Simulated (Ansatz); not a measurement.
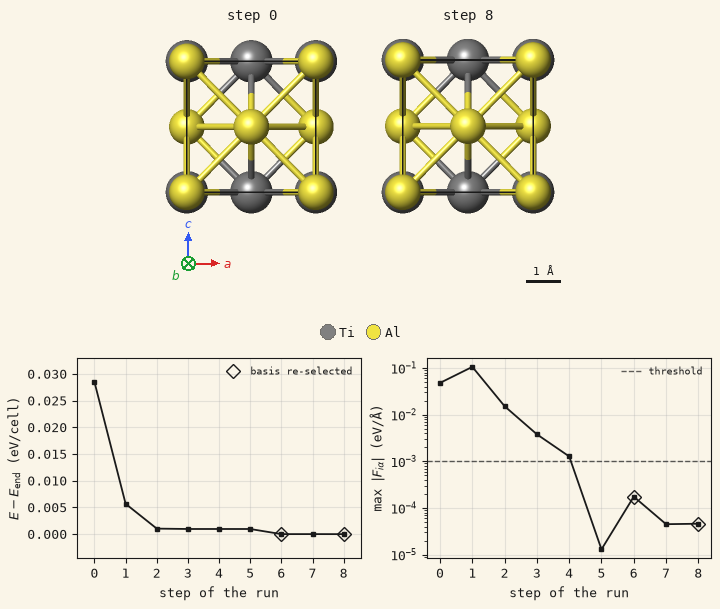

First and last geometry of a relaxation of crystalline TiAl2 (set up in Cmmm), with the history of the run. A ball-and-stick model of the conventional cell (2 times the calculation's cell), seen along the b axis. Lengths and directions refer to the drawn axes.

Case: relaxed under PBEsol.

These are results of DFT PBEsol, scalar-relativistic, plane waves, PAW in Ansatz 0.2.0, not measurements. Set-up: plane-wave cutoff 420 eV; k-point mesh 10 × 10 × 10; occupations fermi dirac; smearing width 0.15 eV; no spin polarisation; cell and atoms relaxed; force threshold 0.001 eV/Å; at most 60 steps.

> What do the curves and the structures tell?

It converged. The atoms keep their places relative to the cell (all moves are under 0.005 Å). The volume changes by +2.9 %, with a 3.870 → 3.907 Å (+1.0 %), b 11.957 → 12.062 Å (+0.9 %), c 3.927 → 3.968 Å (+1.0 %). Some distances before and after: Al–Ti 2.709 → 2.737 Å, Al–Al 2.757 → 2.784 Å, Al–Ti 2.764 → 2.791 Å, Al–Al 2.671 → 2.698 Å. The space group stays Cmmm (No. 65). After 6 accepted moves (8 points after the start) the energy has fallen by 28.5 meV per cell of the calculation. Largest force component: 0.048 eV/Å at the start, under 0.0001 eV/Å at the end. Pressure: 3.50 GPa at the start and 0.00 GPa at the end. The SCF was repeated twice at an unchanged geometry on a basis and grid sized afresh for the cell, which shifted the energy by 1.0 meV per cell of the calculation at most. The run took 96 s on 2 threads of Intel(R) Xeon(R) 6975P-C (Granite Rapids) (shared host), peak memory 0.68 GiB.

```csv
step,"E − E(0), meV/atom","largest force component, eV/Å","pressure, GPa","volume, Å³/atom",note
0,0.00,0.0480,3.50,15.142,
1,-3.80,0.1058,-1.08,15.735,
2,-4.57,0.0151,-0.06,15.589,
3,-4.59,0.0038,0.00,15.580,
4,-4.59,0.0013,0.00,15.580,
5,-4.59,0.0000,0.00,15.580,
6,-4.75,0.0002,0.02,15.580,"same geometry, new basis"
7,-4.75,0.0000,0.00,15.583,
8,-4.75,0.0000,0.00,15.583,"same geometry, new basis"
```
